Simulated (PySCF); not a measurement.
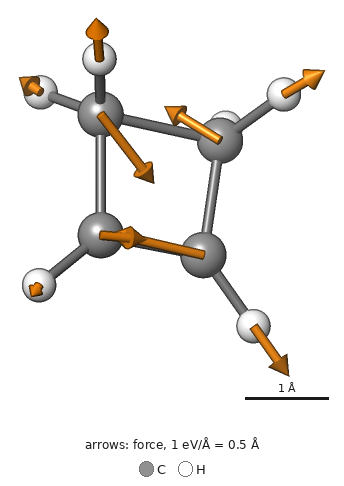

Starting geometry of C₄H₆ with the computed forces as orange arrows. A ball-and-stick model, seen from a free direction.

The start comes from GFN2-xTB. Its atoms were then displaced at random by about 0.01 Å.

Method: PySCF, PBE0-D3(BJ)/def2-SVP geometry optimisation, gas phase. 

**What follows when this structure is relaxed?**

It isn't relaxed: the largest force vector, on a C atom, is 2.50 eV/Å. The final displacements follow the starting forces only in part (cosine between the two patterns 0.71). The largest move after the best rigid fit is that of an H atom, 0.039 Å. By element the largest moves are H 0.039 Å, C 0.030 Å. Some distances before and after: C–H 1.064 → 1.103 Å, C–C 1.472 → 1.509 Å, C–C 1.591 → 1.558 Å, C–C 1.363 → 1.342 Å. Among the angles between lasting bonds that change: H–C–H 112.1° → 108.3°. After 8 geometry steps the energy has fallen by 14.3 kJ/mol.
